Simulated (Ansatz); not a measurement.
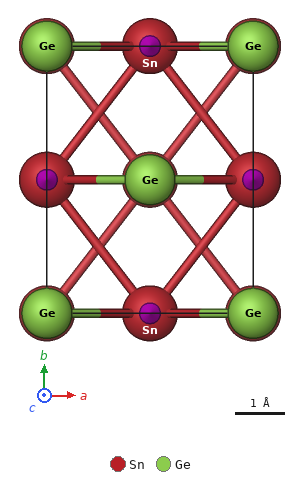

This is a relaxation of a crystal of Sn₂Ge (a generated structure, set up in Fmmm) (coarse preliminary run). The starting structure is drawn; purple arrows show the displacements (the part carried along by the change of the cell is left out), magnified 5 times.

A ball-and-stick model of the conventional cell (4 times the calculation's cell), seen along the c axis. Lengths and directions refer to the drawn axes.

All numbers below come from DFT PBE, scalar-relativistic, plane waves, PAW (Ansatz 0.2.0). (plane-wave cutoff 420 eV; k-point mesh 6 × 6 × 6; occupations gaussian; smearing width 0.1 eV; no spin polarisation; cell and atoms relaxed; force threshold 0.04 eV/Å; at most 70 steps)

Atoms of which element are displaced furthest, and by how much?

Tin: up to 0.17 Å, against 0.00 Å for germanium.

Describe the change and its energy.

After 3 accepted moves (4 points after the start) the energy has fallen by 65.3 meV per atom. The largest force component goes from 0.73 to 0.0077 eV/Å. Pressure: 0.43 GPa at the start and −0.11 GPa at the end. At 1 point the geometry stayed and the basis and grid were re-selected for the new cell (energy shift of 0.1 meV per atom at most each time). The largest moves relative to the cell, 0.17 Å, are those of Sn atoms. Ge stays in place. The volume changes by +0.1 %, with a 4.265 → 4.528 Å (+6.2 %), b 5.528 → 5.211 Å (−5.7 %), c 12.796 → 12.792 Å (0.0 %). Among the contacts that change: Sn–Sn 3.016 → 3.345 Å, Sn–Sn 3.491 → 3.452 Å, Ge–Sn 3.016 → 2.999 Å. Bond angles that change, for instance: Sn–Ge–Sn 90.0° → 82.0°, Ge–Sn–Ge 90.0° → 98.0°, Sn–Ge–Sn 90.0° → 98.0°. The space group stays Fmmm (No. 69). The run took 65 s on 1 thread of Intel(R) Xeon(R) Processor @ 2.50GHz (Skylake/Cascade Lake) (shared host), peak memory 0.44 GiB.
